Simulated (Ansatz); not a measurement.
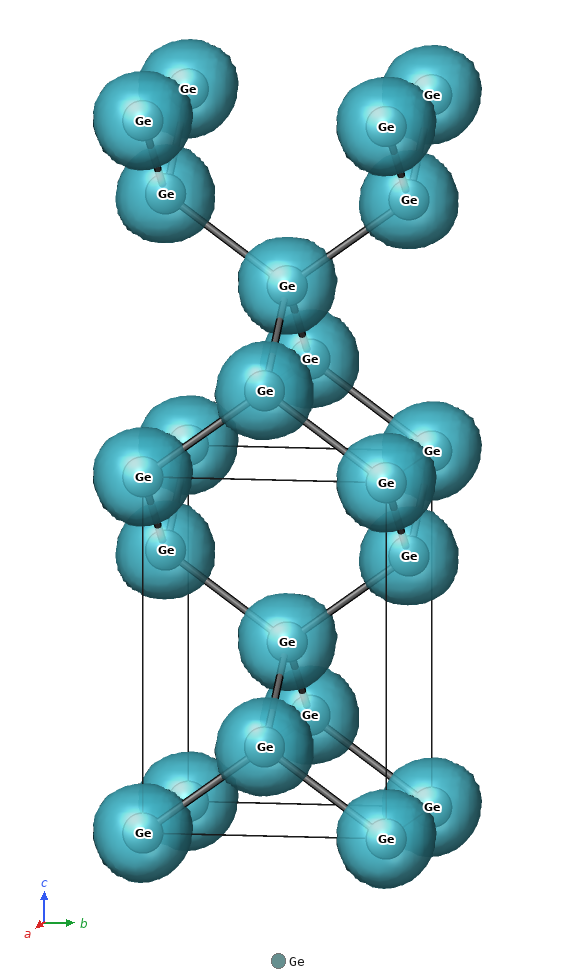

Ge. Isosurface of the valence charge density (pseudo) at 0.8 e/Å³ (cyan), seen slightly off an axis. Sticks mark near contacts.

Space group I4₁/amd; a generated structure, not necessarily the stable one.

Level of theory: Ansatz, DFT r2SCAN, spin-orbit coupling, plane waves, PAW.

The density is the valence pseudo-density of a PAW calculation; it isn't the true density close to the nuclei.

How is the density connected at this value?

Answer. At this value the density breaks into separate islands; it holds about 70 % of the electrons treated as valence (semicore included). It bridges none of the near contacts. It is pinched off along the sampled Ge–Ge (2.44 Å) contacts. On the grid the lowest density along these lines, outside the cores, is 0.53 e/Å³ (Ge–Ge, 2.44 Å).

Does the calculation make it a metal, or give it a gap?

Answer. It is gapped, with a Kohn–Sham gap of 0.35 eV on the k-point mesh, an upper bound to the gap of this method.
